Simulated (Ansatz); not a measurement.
## Electronic structure of SiNi₃ in real space

Input file:

```
crystal:
  lattice:
    - [3.5062596291, 0.0, 0.065742368]
    - [0.0, 3.5062596291, 0.0]
    - [0.065742368, 0.0, 3.5062596291]
  atoms:
    - { symbol: Si, position: [0.0, 0.0, 0.0] }
    - { symbol: Ni, position: [0.0, 0.5, 0.5] }
    - { symbol: Ni, position: [0.5, 0.0, 0.5] }
    - { symbol: Ni, position: [0.5, 0.5, 0.0] }
basis:
  ecutwfc: 420
kpoints:
  mp_grid: { grid: [14, 14, 14] }
hamiltonian:
  xc: pbe
scf:
  occupations: { method: gaussian, width: 0.15 }
output:
  forces: true
  stress: true
  eigenvalues: true
  write_density: true
  write_potential: true
  elf: true
  volumetric_format: npy
```

Command:

```sh
ansatz run input.yaml --threads 1 --pin off --max-ram 2560MiB --backend cpu --events-out ev --progress --plain --runs-dir out
```

Below, planes, directions and counts refer to the conventional cell (a = 4.87 Å, b = 5.05 Å, c = 3.51 Å, α = 90.00°, β = 90.00°, γ = 90.00°).

Space group Cmmm; changed on purpose from its base cell (strain +0.0375 x Voigt [0, 0, 0, 0, 1, 0], atoms carried along); computed without spin polarisation.

Level of theory: DFT PBE, scalar-relativistic, plane waves, PAW in Ansatz 0.2.0.

In a PAW calculation such maps are meaningful between the atoms, not at the nuclei.

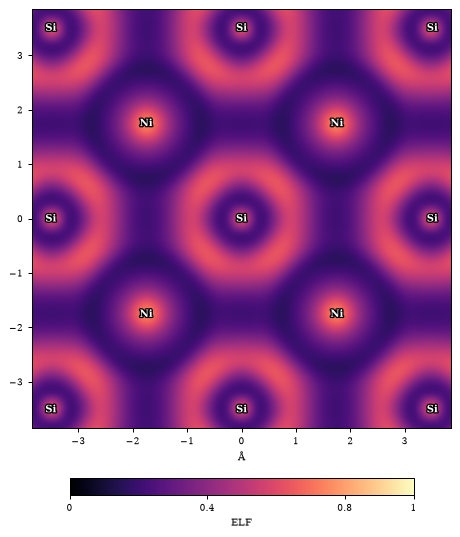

Figure 1. ELF on the (11̄0) plane of the conventional cell.

### What does the map show?

Atoms in the plane: Si and Ni.
Si–Ni (2.48 Å): the ELF peaks at about 0.65 in the valence shell of Si, 0.9 Å from its nucleus, and is about 0.40 at the midpoint.
The features right at Ni lie inside the PAW spheres, where the map follows smoothed inner orbitals and isn't to be read closely.

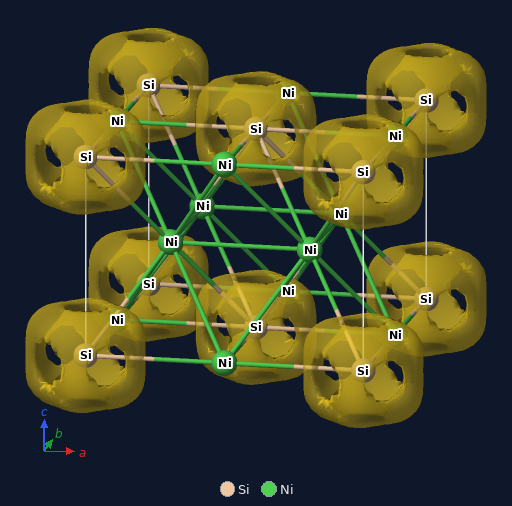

Figure 2. Isosurface of the electron localisation function at 0.6 (yellow), seen slightly off an axis. Core shells and regions of very low density are left out. Sticks mark near contacts.

### Describe the localisation domains.

The surface consists of two regions wrapped around Si (the valence shell of each), counted in one cell of 8 atoms. Any copies at cell faces, edges or corners count once. Along the contacts the grid gives the following. Si–Ni (2.43 Å): the ELF peaks at about 0.65 in the valence shell of Si, 0.9 Å from its nucleus, and is about 0.40 at the midpoint. Ni–Ni (2.43 Å): the ELF is about 0.25 at the midpoint: no localised pair shows between them.

### Metal or insulator at this level of theory?

It is gapless in this calculation (a metal or semimetal).
